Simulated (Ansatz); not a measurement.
## Two runs on TaN

System: TaN (I4/mmm, 2 atoms in the cell).
Method of run A: DFT r2SCAN, scalar-relativistic, plane waves, PAW, no spin polarisation (Ansatz 0.2.0).

The structure derives from an entry of the Crystallography Open Database. Text and figures count atoms from 1; the logs count them from 0 in places.

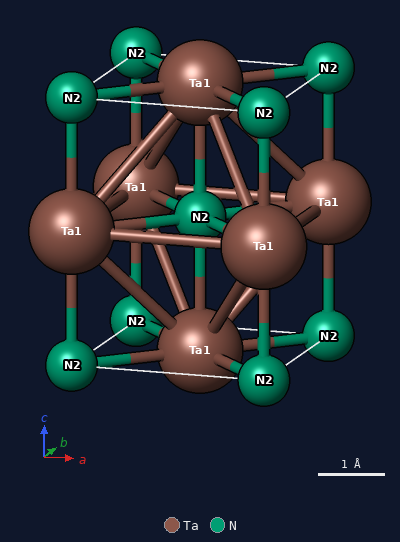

**Figure 1.** The structure (ball-and-stick view of the cell 2 times as large as that of the calculation, set on its symmetry axes, seen slightly off an axis; atoms are numbered from 1 in the order of the input). An atom can appear more than once, as a periodic image.

## Input file, run A
```yaml
crystal:
  lattice:
    - [0.0, 2.179, 2.09184]
    - [2.179, 0.0, 2.09184]
    - [2.179, 2.179, 0.0]
  atoms:
    - { symbol: Ta, position: [0.5, 0.5, 0.5] }
    - { symbol: "N", position: [0.0, 0.0, 0.0] }
basis:
  ecutwfc: 500
kpoints:
  mp_grid: { grid: [18, 18, 18] }
hamiltonian:
  xc: r2scan
scf:
  occupations: { method: gaussian, width: 0.15 }
output:
  forces: true
  stress: true
  eigenvalues: true
```

Launched with:
```bash
ansatz run input.yaml --threads 1 --pin off --max-ram 2560MiB --backend cpu --events-out ev --progress --plain --runs-dir out
```

Hardware: 1 thread of Intel Xeon @ 2.50GHz (Skylake/Cascade Lake), 189 GiB of memory available, shared host.

## Output, shortened to warnings, some set-up lines, iterations and results (run A)
```
Basis set: ecut = 500 eV, 515 PW (Γ), exchange–correlation on 96×96×96 points (64 copies of the dense FFT grid, shifted against one another)
Symmetry: 16 space group operations
k-points: 480 of 5832
Initial density: superposition of atomic densities (neutral atoms: chi_scale 0, normalization atom), corrected by the library's trained network
[...]
SCF iter   1: F=—  HF=-10330.805263 eV  |F-HF|=—  |Δ(HF+E_count)|=         —  Δρ=7.74e-3  dr2=4.18e-3  dr2_τ=1.68e-1  ethr=1.77e-3  ⟨swp⟩=5.4  Hψ=78363  notcnv=0  defer=137
SCF iter   2: F=—  HF=-10330.889235 eV  |F-HF|=—  |Δ(HF+E_count)|=   8.40e-2  Δρ=6.49e-3  dr2=5.40e-3  dr2_τ=3.61e-4  ethr=2.32e-5  ⟨swp⟩=2.0  Hψ=18272  notcnv=0  defer=1219
SCF iter   3: F=—  HF=-10330.889670 eV  |F-HF|=—  |Δ(HF+E_count)|=   4.34e-4  Δρ=3.67e-3  dr2=1.05e-3  dr2_τ=2.82e-4  ethr=2.32e-5  ⟨swp⟩=2.0  Hψ=9213  notcnv=0  defer=1219
SCF iter   4: F=—  HF=-10330.890149 eV  |F-HF|=—  |Δ(HF+E_count)|=   4.79e-4  Δρ=2.22e-3  dr2=1.00e-3  dr2_τ=7.01e-5  ethr=5.81e-6  ⟨swp⟩=2.9  Hψ=11494  notcnv=0  defer=1219
SCF iter   5: F=—  HF=-10330.889936 eV  |F-HF|=—  |Δ(HF+E_count)|=   2.13e-4  Δρ=1.72e-4  dr2=2.86e-6  dr2_τ=4.46e-7  ethr=5.56e-6  ⟨swp⟩=2.2  Hψ=8776  notcnv=0  defer=1219
SCF iter   6: F=—  HF=-10330.889936 eV  |F-HF|=—  |Δ(HF+E_count)|=   4.50e-7  Δρ=6.22e-5  dr2=8.31e-7  dr2_τ=6.19e-8  ethr=1.59e-8  ⟨swp⟩=2.2  Hψ=11109  notcnv=0  defer=1219
SCF iter   7: F=—  HF=-10330.889936 eV  |F-HF|=—  |Δ(HF+E_count)|=   3.73e-8  Δρ=2.97e-5  dr2=1.95e-7  dr2_τ=7.21e-9  ethr=4.62e-9  ⟨swp⟩=2.1  Hψ=9292  notcnv=0  defer=1219
SCF iter   8: F=-10330.889936 eV  HF=-10330.889936 eV  |F-HF|=2.55e-8  |Δ(HF+E_count)|=   9.59e-9  Δρ=1.53e-5  dr2=4.84e-8  dr2_τ=2.28e-9  ethr=5.56e-10  ⟨swp⟩=8.7  Hψ=32328  …
SCF 1 converged in 8 iterations: F = -10330.889936 eV  dr2 = 4.84e-8
SCF converged after 8 iterations
Free energy (F): -10330.889936 eV
Harris-Foulkes:  -10330.889936 eV  (|F-HF|=2.55e-8)
Internal energy: -10330.882138 eV  (E = F + TS)
E sigma→0 (E₀):  -10330.886037 eV
Entropy (-TS):   -0.007798 eV (-3.899 meV/atom)
Fermi energy:    23.417110 eV
--- Per-component energies (eV) ---
  E_band       = -33.372794
  E_kinetic    = 508.827096
  E_local      = -539.680427  (includes V_loc(G=0)·N_el)
  E_nonlocal   = 60.933803
  E_hartree    = 186.691201
  E_xc         = -267.467022
  E_vxc        = -311.084768  (∫ρ·V_xc dr)
  E_paw        = -8553.246619  (= ΣΔE_a)
  E_vpaw       = -141.820045  (= ΣTr[D̂ρ^β])
  E_aug_tail   = 0.000117  (compensation charges beyond the density's cutoff)
  E_vtau       = 16.070681  (kinetic-family band-sum trace: ∫τ·v_τ [+ j·A + Jᵃ·Aᵃ] dr)
  E_ewald      = -1726.154442
  E_core_change = -0.785845  (= ΣΔE_core)
  E_smearing   = -0.007798  (= −TS)
  E_closure    = -0.000000  (closes the sum)
  Σ components = -10330.889936   (vs F -10330.889936, Δ=0.00e0)
--- Forces (eV/Å), atoms counted from 1 ---
  atom   1  Ta     0.00000000    -0.00000000    -0.00000000
  atom   2  N     -0.00000000     0.00000000    -0.00000000
  max |Σ_I F_I| component: 2.37e-29 eV/Å
--- Stress (GPa, compression-positive) ---
       16.791837       0.000000       0.000000
        0.000000      16.791837       0.000000
        0.000000       0.000000      53.327896
  P = ⅓ Tr σ = 28.9705 GPa (289.705 kbar)
```

For run B the input was changed thus:
```diff
-    - [0.0, 2.179, 2.09184]
-    - [2.179, 0.0, 2.09184]
+    - [0.0, 2.179, 2.00468]
+    - [2.179, 0.0, 2.00468]
```

Predict how the results change.

With the same functional and potentials, run B lies 217.5 meV per atom higher. The pressure goes from 28.97 to 56.93 GPa. The volume per atom goes from 9.93 to 9.52 Å³. The SCF takes 7 iterations against 8. The plane waves at Γ go from 515 to 499.

## Output, shortened to warnings, some set-up lines, iterations and results (run B)
```
Basis set: ecut = 500 eV, 499 PW (Γ), exchange–correlation on 96×96×96 points (64 copies of the dense FFT grid, shifted against one another)
Symmetry: 16 space group operations
k-points: 480 of 5832
Initial density: superposition of atomic densities (neutral atoms: chi_scale 0, normalization atom), corrected by the library's trained network
[...]
SCF iter   1: F=—  HF=-10330.361501 eV  |F-HF|=—  |Δ(HF+E_count)|=         —  Δρ=9.08e-3  dr2=6.82e-3  dr2_τ=2.03e-1  ethr=1.77e-3  ⟨swp⟩=5.5  Hψ=78257  notcnv=0  defer=162
SCF iter   2: F=—  HF=-10330.454484 eV  |F-HF|=—  |Δ(HF+E_count)|=   9.30e-2  Δρ=7.17e-3  dr2=6.40e-3  dr2_τ=4.23e-4  ethr=3.79e-5  ⟨swp⟩=2.0  Hψ=18382  notcnv=0  defer=1234
SCF iter   3: F=—  HF=-10330.455265 eV  |F-HF|=—  |Δ(HF+E_count)|=   7.81e-4  Δρ=3.83e-3  dr2=1.75e-3  dr2_τ=2.99e-4  ethr=3.55e-5  ⟨swp⟩=2.0  Hψ=9295  notcnv=0  defer=1234
SCF iter   4: F=—  HF=-10330.455099 eV  |F-HF|=—  |Δ(HF+E_count)|=   1.66e-4  Δρ=1.26e-3  dr2=3.10e-4  dr2_τ=2.33e-5  ethr=9.73e-6  ⟨swp⟩=1.7  Hψ=7826  notcnv=0  defer=1234
SCF iter   5: F=—  HF=-10330.455035 eV  |F-HF|=—  |Δ(HF+E_count)|=   6.37e-5  Δρ=3.77e-4  dr2=2.46e-5  dr2_τ=1.79e-6  ethr=1.72e-6  ⟨swp⟩=1.7  Hψ=8054  notcnv=0  defer=1234
SCF iter   6: F=—  HF=-10330.455033 eV  |F-HF|=—  |Δ(HF+E_count)|=   2.32e-6  Δρ=2.41e-5  dr2=9.42e-8  dr2_τ=1.68e-8  ethr=5.56e-10  ⟨swp⟩=9.1  Hψ=45995  notcnv=0
SCF iter   7: F=-10330.455033 eV  HF=-10330.455033 eV  |F-HF|=2.30e-9  |Δ(HF+E_count)|=   1.59e-8  Δρ=4.17e-6  dr2=3.14e-9  dr2_τ=8.81e-10  ethr=5.23e-10  ⟨swp⟩=2.6  Hψ=26348 …
SCF 1 converged in 7 iterations: F = -10330.455033 eV  dr2 = 3.14e-9
SCF converged after 7 iterations
Free energy (F): -10330.455033 eV
Harris-Foulkes:  -10330.455033 eV  (|F-HF|=2.30e-9)
Internal energy: -10330.446977 eV  (E = F + TS)
E sigma→0 (E₀):  -10330.451005 eV
Entropy (-TS):   -0.008056 eV (-4.028 meV/atom)
Fermi energy:    24.478444 eV
--- Per-component energies (eV) ---
  E_band       = -15.942387
  E_kinetic    = 513.413845
  E_local      = -515.719424  (includes V_loc(G=0)·N_el)
  E_nonlocal   = 62.056029
  E_hartree    = 181.861219
  E_xc         = -268.650155
  E_vxc        = -312.798944  (∫ρ·V_xc dr)
  E_paw        = -8554.059287  (= ΣΔE_a)
  E_vpaw       = -142.791663  (= ΣTr[D̂ρ^β])
  E_aug_tail   = 0.000091  (compensation charges beyond the density's cutoff)
  E_vtau       = 16.174841  (kinetic-family band-sum trace: ∫τ·v_τ [+ j·A + Jᵃ·Aᵃ] dr)
  E_ewald      = -1748.563450
  E_core_change = -0.785845  (= ΣΔE_core)
  E_smearing   = -0.008056  (= −TS)
  E_closure    = -0.000000  (closes the sum)
  Σ components = -10330.455033   (vs F -10330.455033, Δ=0.00e0)
--- Forces (eV/Å), atoms counted from 1 ---
  atom   1  Ta     0.00000000     0.00000000     0.00000000
  atom   2  N     -0.00000000     0.00000000     0.00000000
  max |Σ_I F_I| component: 2.45e-29 eV/Å
--- Stress (GPa, compression-positive) ---
       25.942451       0.000000       0.000000
        0.000000      25.942451       0.000000
        0.000000       0.000000     118.910728
  P = ⅓ Tr σ = 56.9319 GPa (569.319 kbar)
```

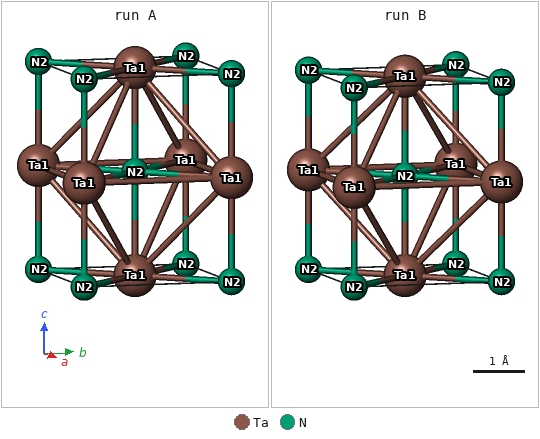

**Figure 2.** The two input geometries at one scale (ball-and-stick view of the cell 2 times as large as that of the calculation, set on its symmetry axes, seen slightly off an axis). The atoms keep their places relative to the cell (all moves are under 0.005 Å). The drawn cell changes as follows: a = b stay at 3.082 Å, c 4.184 → 4.009 Å (−4.2 %); the volume changes by −4.2 %. Among the contacts that change: Ta1–N2 2.092 → 2.005 Å, Ta1–Ta1 3.021 → 2.961 Å.

## The two runs side by side

| quantity | run A | run B |
| --- | --- | --- |
| outcome | converged | converged |
| free energy per atom (eV) | −5165.4450 | −5165.2275 |
| energy per atom, smearing taken to zero (eV) | −5165.4430 | −5165.2255 |
| gap on the mesh (eV) | 0.00 | 0.00 |
| pressure (GPa) | 28.97 | 56.93 |
| volume per atom (Å³) | 9.93 | 9.52 |
| largest force (eV/Å) | 0.000 | 0.000 |
| SCF iterations | 8 | 7 |
| irreducible k-points | 480 | 480 |
| plane waves at Γ | 515 | 499 |
| wall time (shared host) | 43 s | 41 s |

For both runs: Spin–orbit coupling is left out, which matters for Ta.
